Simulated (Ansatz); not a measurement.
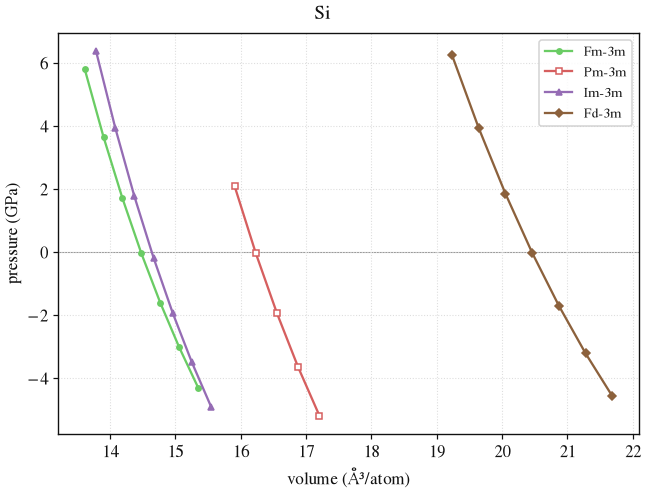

The figure shows the pressure against volume, with one curve for each structure, for Si.

Method: equation of state of a cubic crystal from periodic Kohn-Sham density functional theory without spin, third-order Birch-Murnaghan fit to the free energies; pressure corrected for the finite basis (Ansatz 0.2.0 development build). Level: PBE.

- occupation method: Fermi–Dirac
- occupation width: 0.06123 eV
- wave cutoff: 420 eV
- datasets: soft-1 PAW
- density tolerance: 1e−07 eV
- density cutoff ratio: 4
- search for lower states: default

Settings that differ: Fm-3m: k mesh 48×48×48, atoms in cell 1, lattice centring face-centred primitive, space group number 225, structure type fcc; Pm-3m: k mesh 43×43×43, atoms in cell 1, lattice centring simple cubic, space group number 221, structure type simple cubic; Im-3m: k mesh 50×50×50, atoms in cell 1, lattice centring body-centred primitive, space group number 229, structure type bcc; Fd-3m: k mesh 34×34×34, atoms in cell 2, lattice centring face-centred primitive, space group number 227, structure type diamond.

Tabulate the plotted points.

Fm-3m:
```tsv
volume (Å³/atom)	pressure (GPa)
13.61	5.8
13.90	3.7
14.19	1.7
14.48	0.0
14.77	-1.6
15.06	-3.0
15.35	-4.3
```

Pm-3m:
```tsv
volume (Å³/atom)	pressure (GPa)
15.91	2.102
16.23	-0.030
16.56	-1.938
16.88	-3.652
17.20	-5.186
```

Im-3m:
```tsv
volume (Å³/atom)	pressure (GPa)
13.79	6.4
14.08	3.9
14.37	1.8
14.67	-0.2
14.96	-1.9
15.25	-3.5
15.55	-4.9
```

Fd-3m:
```tsv
volume (Å³/atom)	pressure (GPa)
19.23	6.3
19.64	3.9
20.05	1.9
20.46	0.0
20.87	-1.7
21.28	-3.2
21.69	-4.6
```

Caveats: cubic model structure, not the ambient form (Fm-3m, Pm-3m, Im-3m).
